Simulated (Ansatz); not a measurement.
**Cu: geometry relaxation (part 1 of 2)**

The run: geometry relaxation of Cu (slab, 3 atoms in the cell). Method and program: DFT LDA, scalar-relativistic, plane waves, PAW, no spin polarisation (Ansatz 0.2.0).

The structure derives from an entry of the Crystallography Open Database. The input holds or restrains some coordinates. Figures and captions count atoms from 1; the log counts them from 0 in places.

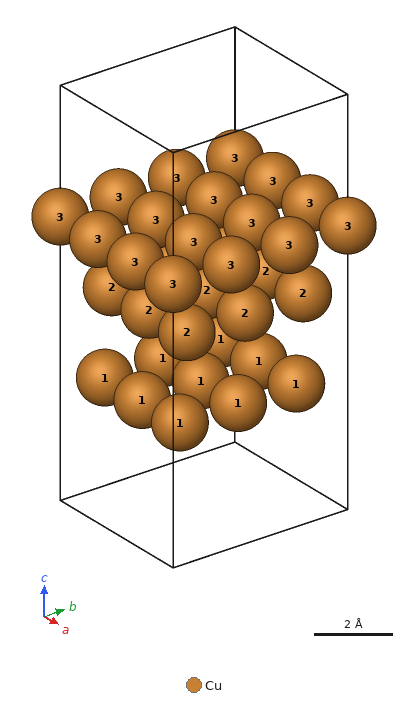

**Figure 1.** The structure as given in the input (spheres-only view of the 3 × 3 repeat of the cell, with the vacuum cut short, seen slightly off an axis; atoms are numbered from 1 in the order of the input).

Key numbers

- outcome: converged under the restraints of the input
- electrons treated: 57
- free energy: −19665.9141 eV
- work function, top face: 5.13 eV
- work function, bottom face: 5.14 eV
- Fermi energy: 2.762 eV
- gap on the k-point mesh: none (metallic)
- final volume: 96.84 Å³
- work function (upper face): 5.13 eV
- largest force (length of the vector) at the end, held atoms and coordinates included: 0.005 eV/Å
- hardware: 4 threads of Arm Neoverse N1, 98 GiB of memory available, shared host
- wall time: 14 s (CPU time 50 s)
- peak memory: 0.38 GiB

Notes

The program warns: the exchange-correlation potential is rough where the density is thin.

Input file
```yaml
crystal:
  lattice:
    - [2.4880527758, 0.0, 0.0]
    - [-1.2440263879, 2.1547169098, 0.0]
    - [0.0, 0.0, 18.0629731692]
  atoms:
    - { symbol: Cu, position: [0.6666666667, 0.3333333333, 0.3875331007] }
    - { symbol: Cu, position: [0.3333333333, 0.6666666667, 0.5] }
    - { symbol: Cu, position: [0.0, 0.0, 0.6124668993] }
basis:
  ecutwfc: 420
kpoints:
  mp_grid: { grid: [12, 12, 1] }
hamiltonian:
  xc: lda
scf:
  occupations: { method: gaussian, width: 0.1 }
output:
  forces: true
  eigenvalues: true
  write_density: true
  write_potential: true
  elf: true
  volumetric_format: npy
relax:
  adjacent_minimum: "off"
  f_tol: 0.03
  max_steps: 50
  constraints: [{ sites: [0] }]
efield:
  axis: 3
  dipole_correction: true
  ramp_width: 0.04
```

Launch command:
```bash
ansatz run input.yaml --threads 4 --pin off --max-ram 12288MiB --backend cpu --events-out ev --progress --plain --runs-dir out
```

The program's output
```
Engine: ansatz 0.2.0, aarch64-unknown-linux-gnu
Pseudopotentials: kind: paw
Pseudopotential: Cu, paw, valence charge 19, recommended cutoff 420 eV (normal), Cu.paw.azcp
Functional definition: SPW92
  exchange = slater_x
  correlation = pw_c
Crystal: 3 atoms, lattice volume = 96.836 Å³
Basis set: ecut = 420 eV, 1819 PW (Γ)
Bands: 35, of which v1, the nominal top of the filled ones, is band 29 counted from 1 (28 counted from 0)
Symmetry: 6 space group operations
k-points: 19 of 144 (time reversal used)
Non-local potential: Cu, projectors of the file, l = 0: 3, l = 1: 2, l = 2: 3, l = 3: 1
PAW form: soft (Blöchl's): semilocal exchange-correlation on the pseudo side does not see the compensation charge
PAW frozen core: Cu, regenerated for the run's functional, and the local potential with it (the file was generated under x = pbe(κ = 0.804, μ = 0.2195149727645171), c = pbe(β = 0.06672455060314922))
PAW one-centre angular grid: Cu, 590 points (default); XC on 64 Gauss nodes
Initial density: superposition of atomic densities (neutral atoms: chi_scale 0, normalization atom), corrected by the library's trained network
Initial wavefunctions: pseudopotential atomic-orbital guess
Functional: x = slater, c = lda
SCF iter   1: F=—  HF=-19665.943062 eV  |F-HF|=—  |Δ(HF+E_count)|=         —  Δρ=1.68e-2  dr2=1.94e-1  ethr=1.77e-3  p=0.000 e·Å  D=2.77e-14 V/Å  ΔV_dip=-0.00 eV  dr2_dipole=1.25e-7  V_vac-E_F(+/−)=5.05/5.05 eV  ⟨swp⟩=8.2  Hψ=3072  notcnv=0  defer=2
efield: sawtooth ramp at fractional position 0.9800 (placed from the atoms, in the widest stretch of the axis that holds none; the zero of the levels goes with the place), width 0.0400; the density the first Hamiltonian is built on has a dipole p = 0.000 e·Å; the dipole correction subtracts the counter field D = 2.77e-14 V/Å, which shifts the + side's vacuum level by -0.00 eV against the − side's; the planar-averaged density in the ramp window peaks in size at 8.5e-5 e/Å³
preconditioner: auto → LDOS  [metal: Δε(μ)=0.023 eV  Ē_g=8.924 eV  σ=0.100 eV  W_gap=0.13  n_scr=14 (ndim 8)  ℏωp=21.7 eV  f_vac=0.600  D(μ)=2.51/eV (n_scr^D=12)  β→1.0]
SCF iter   2: F=—  HF=-19666.133712 eV  |F-HF|=—  |Δ(HF+E_count)|=   1.91e-1  Δρ=4.13e-2  dr2=8.81e-1  ethr=3.41e-4  p=-0.000 e·Å  D=-5.32e-5 V/Å  ΔV_dip=0.00 eV  dr2_dipole=1.94e-7  V_vac-E_F(+/−)=5.27/5.27 eV  ⟨swp⟩=3.0  Hψ=1648  notcnv=0  defer=27  recentre
SCF iter   3: F=—  HF=-19665.913124 eV  |F-HF|=—  |Δ(HF+E_count)|=   2.21e-1  Δρ=4.44e-3  dr2=2.15e-2  ethr=3.41e-4  p=-0.000 e·Å  D=-1.78e-5 V/Å  ΔV_dip=0.00 eV  dr2_dipole=3.02e-8  V_vac-E_F(+/−)=5.11/5.11 eV  ⟨swp⟩=2.5  Hψ=1365  notcnv=0  defer=28
SCF iter   4: F=—  HF=-19665.910324 eV  |F-HF|=—  |Δ(HF+E_count)|=   2.80e-3  Δρ=9.14e-4  dr2=3.20e-3  ethr=3.77e-5  p=-0.000 e·Å  D=-6.96e-6 V/Å  ΔV_dip=0.00 eV  dr2_dipole=6.79e-10  V_vac-E_F(+/−)=5.13/5.13 eV  ⟨swp⟩=2.1  Hψ=1067  notcnv=0  defer=28
SCF iter   5: F=—  HF=-19665.910083 eV  |F-HF|=—  |Δ(HF+E_count)|=   2.41e-4  Δρ=1.39e-3  dr2=1.97e-3  ethr=5.62e-6  p=-0.000 e·Å  D=-5.10e-6 V/Å  ΔV_dip=0.00 eV  dr2_dipole=9.75e-10  V_vac-E_F(+/−)=5.15/5.15 eV  ⟨swp⟩=2.0  Hψ=950  notcnv=0  defer=28
SCF iter   6: F=—  HF=-19665.909910 eV  |F-HF|=—  |Δ(HF+E_count)|=   1.73e-4  Δρ=3.57e-4  dr2=1.90e-4  ethr=3.46e-6  p=-0.000 e·Å  D=-3.37e-6 V/Å  ΔV_dip=0.00 eV  dr2_dipole=9.13e-10  V_vac-E_F(+/−)=5.17/5.17 eV  ⟨swp⟩=1.5  Hψ=738  notcnv=0  defer=28
SCF iter   7: F=—  HF=-19665.909944 eV  |F-HF|=—  |Δ(HF+E_count)|=   3.46e-5  Δρ=1.60e-4  dr2=2.53e-5  ethr=3.34e-7  p=0.000 e·Å  D=8.54e-7 V/Å  ΔV_dip=-0.00 eV  dr2_dipole=6.06e-12  V_vac-E_F(+/−)=5.18/5.18 eV  ⟨swp⟩=1.8  Hψ=909  notcnv=0  defer=28
SCF iter   8: F=-19665.909943 eV  HF=-19665.909945 eV  |F-HF|=1.83e-6  |Δ(HF+E_count)|=   3.87e-7  Δρ=4.74e-5  dr2=2.44e-6  ethr=3.95e-8  p=-0.000 e·Å  D=-1.36e-6 V/Å  ΔV_dip=0.00 eV  dr2_dipole=5.57e-10  V_vac-E_F(+/−)=5.18/5.18 eV  ⟨swp⟩=18.6  Hψ=7076  notcnv=0
SCF 1 converged in 8 iterations: F = -19665.909943 eV  dr2 = 2.44e-6
  greatest PAW one-centre occupation: 1.000 electrons in one spin orbital (limit 2), on the Cu atom at site 0 (counted from 0), in its partial waves of l = 0
relax step   1: F+E_penalty+E_count = -19665.90994272 eV  Δ(F+E_penalty+E_count) = +0.000e0 eV  max|allowed force component| = 1.300e-1 eV/Å  Δτ_max = 0.0000 Å  (8 SCF iters, dr2 threshold 2.25e-5 eV, accepted)
Initial density: handed on by an earlier stage of this run
Initial wavefunctions: those handed on with the density
iter 1 solved again at ethr=4.24e-6 eV; its pass at ethr=3.10e-3 eV (dr2=2.42e-3 eV) is discarded
SCF iter   1: F=—  HF=-19665.913105 eV  |F-HF|=—  |Δ(HF+E_count)|=         —  Δρ=2.11e-3  dr2=2.42e-3  ethr=4.24e-6  p=-0.000 e·Å  D=-1.80e-6 V/Å  ΔV_dip=0.00 eV  dr2_dipole=1.30e-5  V_vac-E_F(+/−)=5.18/5.18 eV  ⟨swp⟩=2.4  Hψ=2245  notcnv=0  defer=27
efield: sawtooth ramp at fractional position 0.9800 (handed on by an earlier solve), width 0.0400; the density the first Hamiltonian is built on has a dipole p = -0.000 e·Å; the dipole correction subtracts the counter field D = -1.80e-6 V/Å, which shifts the + side's vacuum level by +0.00 eV against the − side's; the planar-averaged density in the ramp window peaks in size at 1.6e-5 e/Å³
preconditioner: auto → LDOS  [metal: Δε(μ)=0.043 eV  Ē_g=9.114 eV  σ=0.100 eV  W_gap=0.23  n_scr=14 (ndim 8)  ℏωp=21.7 eV  f_vac=0.604  D(μ)=3.39/eV (n_scr^D=14)  β→1.0]
SCF iter   2: F=—  HF=-19665.912429 eV  |F-HF|=—  |Δ(HF+E_count)|=   6.76e-4  Δρ=1.26e-3  dr2=2.11e-3  ethr=4.24e-6  p=-0.001 e·Å  D=-1.02e-3 V/Å  ΔV_dip=0.02 eV  dr2_dipole=3.75e-4  V_vac-E_F(+/−)=5.18/5.16 eV  ⟨swp⟩=2.0  Hψ=1138  notcnv=0  defer=27
SCF iter   3: F=—  HF=-19665.912314 eV  |F-HF|=—  |Δ(HF+E_count)|=   1.14e-4  Δρ=1.31e-3  dr2=1.27e-3  ethr=3.70e-6  p=-0.000 e·Å  D=-6.86e-5 V/Å  ΔV_dip=0.00 eV  dr2_dipole=9.39e-5  V_vac-E_F(+/−)=5.16/5.16 eV  ⟨swp⟩=2.0  Hψ=1049  notcnv=0  defer=27
SCF iter   4: F=—  HF=-19665.912135 eV  |F-HF|=—  |Δ(HF+E_count)|=   1.79e-4  Δρ=3.35e-4  dr2=2.93e-4  ethr=2.23e-6  p=-0.000 e·Å  D=-1.87e-4 V/Å  ΔV_dip=0.00 eV  dr2_dipole=5.44e-5  V_vac-E_F(+/−)=5.17/5.16 eV  ⟨swp⟩=2.5  Hψ=1004  notcnv=0  defer=27
SCF iter   5: F=—  HF=-19665.912138 eV  |F-HF|=—  |Δ(HF+E_count)|=   2.76e-6  Δρ=4.03e-4  dr2=1.82e-4  ethr=5.14e-7  p=-0.000 e·Å  D=-1.95e-4 V/Å  ΔV_dip=0.00 eV  dr2_dipole=3.14e-5  V_vac-E_F(+/−)=5.16/5.16 eV  ⟨swp⟩=2.2  Hψ=909  notcnv=0  defer=27
SCF iter   6: F=—  HF=-19665.912115 eV  |F-HF|=—  |Δ(HF+E_count)|=   2.29e-5  Δρ=1.98e-4  dr2=5.49e-5  ethr=3.19e-7  p=-0.000 e·Å  D=-3.27e-5 V/Å  ΔV_dip=0.00 eV  dr2_dipole=8.33e-6  V_vac-E_F(+/−)=5.16/5.16 eV  ⟨swp⟩=2.0  Hψ=909  notcnv=0  defer=27
SCF iter   7: F=—  HF=-19665.912112 eV  |F-HF|=—  |Δ(HF+E_count)|=   2.70e-6  Δρ=4.65e-5  dr2=4.12e-6  ethr=9.63e-8  p=0.000 e·Å  D=1.09e-5 V/Å  ΔV_dip=-0.00 eV  dr2_dipole=6.94e-7  V_vac-E_F(+/−)=5.16/5.16 eV  ⟨swp⟩=1.8  Hψ=793  notcnv=0  defer=27
SCF iter   8: F=—  HF=-19665.912113 eV  |F-HF|=—  |Δ(HF+E_count)|=   7.50e-7  Δρ=3.27e-5  dr2=1.91e-6  ethr=7.23e-9  p=0.000 e·Å  D=1.20e-5 V/Å  ΔV_dip=-0.00 eV  dr2_dipole=2.46e-7  V_vac-E_F(+/−)=5.16/5.16 eV  ⟨swp⟩=1.8  Hψ=849  notcnv=0  defer=27
iter 9 did not close the SCF: its close was put off until two iterations running show no level that it waits for move by more than its bar (scf_convergence_deferred on its scf_iter line)
SCF iter   9: F=-19665.912112 eV  HF=-19665.912113 eV  |F-HF|=9.12e-7  |Δ(HF+E_count)|=   1.00e-7  Δρ=1.55e-5  dr2=8.41e-7  ethr=1.85e-9  p=0.000 e·Å  D=5.54e-6 V/Å  ΔV_dip=-0.00 eV  dr2_dipole=1.76e-7  V_vac-E_F(+/−)=5.16/5.16 eV  ⟨swp⟩=17.4  Hψ=5671  notcnv=0
iter 10 did not close the SCF: its close was put off until two iterations running show no level that it waits for move by more than its bar (scf_convergence_deferred on its scf_iter line)
SCF iter  10: F=-19665.912113 eV  HF=-19665.912113 eV  |F-HF|=3.21e-7  |Δ(HF+E_count)|=   6.95e-9  Δρ=1.40e-5  dr2=3.11e-7  ethr=1.47e-9  p=0.000 e·Å  D=4.95e-6 V/Å  ΔV_dip=-0.00 eV  dr2_dipole=4.20e-8  V_vac-E_F(+/−)=5.16/5.16 eV  ⟨swp⟩=10.7  Hψ=5199  notcnv=0
SCF iter  11: F=-19665.912113 eV  HF=-19665.912113 eV  |F-HF|=2.90e-8  |Δ(HF+E_count)|=   6.67e-9  Δρ=3.84e-6  dr2=3.87e-8  ethr=5.45e-10  p=0.000 e·Å  D=2.15e-6 V/Å  ΔV_dip=-0.00 eV  dr2_dipole=7.61e-9  V_vac-E_F(+/−)=5.16/5.16 eV  ⟨swp⟩=10.1  Hψ=4873  notcnv=0
SCF 2 converged in 11 iterations: F = -19665.912113 eV  dr2 = 3.87e-8
  greatest PAW one-centre occupation: 1.000 electrons in one spin orbital (limit 2), on the Cu atom at site 2 (counted from 0), in its partial waves of l = 0
relax step   2: F+E_penalty+E_count = -19665.91211286 eV  Δ(F+E_penalty+E_count) = -2.170e-3 eV  max|allowed force component| = 9.177e-2 eV/Å  Δτ_max = 0.0195 Å  (11 SCF iters, dr2 threshold 1.06e-6 eV, accepted)
```
